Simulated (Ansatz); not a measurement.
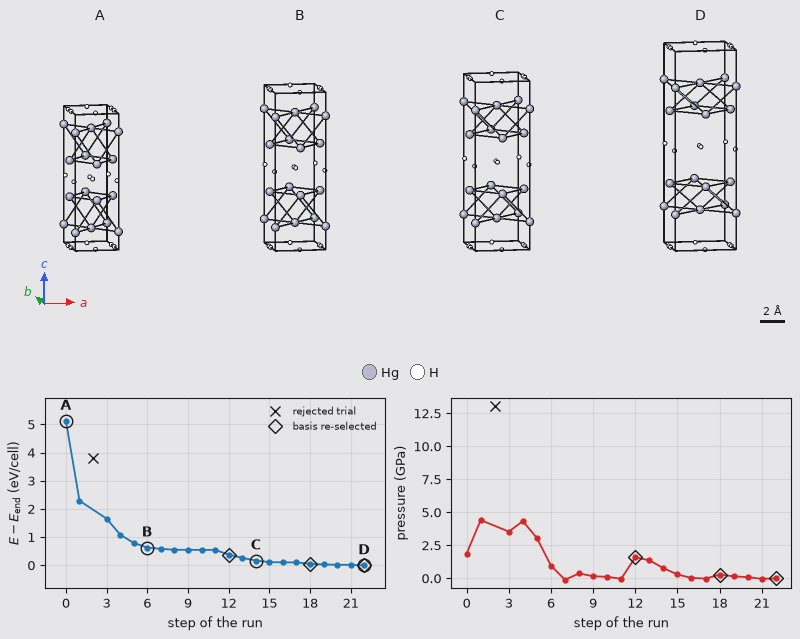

Frames of a relaxation of crystalline HgH (set up in Cmce) (coarse preliminary run), marked on the history of the run. The picture is a ball-and-stick view of the conventional cell (2 times the calculation's cell), seen slightly off an axis. Lengths and directions refer to the drawn axes.

Case: 4 H put on empty site 1 of 1 host cells, relaxed.

The calculation used Ansatz 0.2.0, DFT PBE, scalar-relativistic, plane waves, PAW.

The input:
```yaml
crystal:
  lattice:
    - [2.7017118399, -5.8535241288, 0.0]
    - [2.7017118399, 5.8535241288, 0.0]
    - [0.0, 0.0, 3.7295818694]
  atoms:
    - { symbol: Hg, position: [0.3669814795, 0.6330185205, 0.5000677459] }
    - { symbol: Hg, position: [0.8669814795, 0.1330185205, 0.9999322541] }
    - { symbol: Hg, position: [0.1330185205, 0.8669814795, 6.77459e-05] }
    - { symbol: Hg, position: [0.6330185205, 0.3669814795, 0.4999322541] }
    - { symbol: H, position: [0.375, 0.375, 0.0] }
    - { symbol: H, position: [0.625, 0.625, 1.0] }
    - { symbol: H, position: [0.875, 0.875, 0.5] }
    - { symbol: H, position: [0.125, 0.125, 0.5] }
basis:
  ecutwfc: 420
kpoints:
  mp_grid: { grid: [4, 4, 6] }
hamiltonian:
  xc: pbe
scf:
  occupations: { method: gaussian, width: 0.1 }
output:
  forces: true
  stress: true
  eigenvalues: true
relax:
  adjacent_minimum: "off"
  f_tol: 0.0325
  max_steps: 70
  cell: { stress_tol: 0.24 }
```

Launched with:
```bash
ansatz run input.yaml --threads 2 --pin off --max-ram 5120MiB --backend cpu --events-out ev --progress --plain --runs-dir out
```

Q: What happens along the run?

A: The largest moves relative to the cell, 0.84 Å, are those of Hg1, Hg2, Hg3 and Hg4. Hg3 goes along +c. By element the largest moves are Hg 0.84 Å, H 0.29 Å. Cell: a 3.730 → 5.254 Å (+40.9 %), b 5.403 → 5.307 Å (−1.8 %), c 11.707 → 17.127 Å (+46.3 %). Volume +102.4 %. Some distances before and after: H5–H6 1.351 → 0.751 Å, Hg1–Hg2 3.283 → 3.734 Å, Hg1–Hg3 3.314 → 3.510 Å. New bonds form: H5–H6 (1.35 → 0.75 Å), H7–H8 (1.35 → 0.75 Å). The space group stays Fmmm (No. 69). Over 18 accepted moves (22 points after the start) the energy falls by 5.129 eV per cell of the calculation. The largest force component goes from 2 to 0.0011 eV/Å. The pressure goes from 1.88 to 0.00 GPa. The line search rejected the trial step at point 2 of the run. The SCF was repeated 3 times at an unchanged geometry on a basis and grid sized afresh for the cell, which shifted the energy by 0.166 eV per cell of the calculation at most. From step 0 to 6: H atoms move most (0.28 Å), volume +30.0 %, energy −4.496 eV per cell of the calculation. From step 6 to 14: Hg atoms move most (0.23 Å), volume +20.3 %, energy −0.461 eV per cell of the calculation. From step 14 to 22: Hg atoms move most (0.29 Å), volume +29.4 %, energy −0.171 eV per cell of the calculation.

Limits of the set-up: layers or molecules are held without a dispersion correction, so their spacing is unreliable.
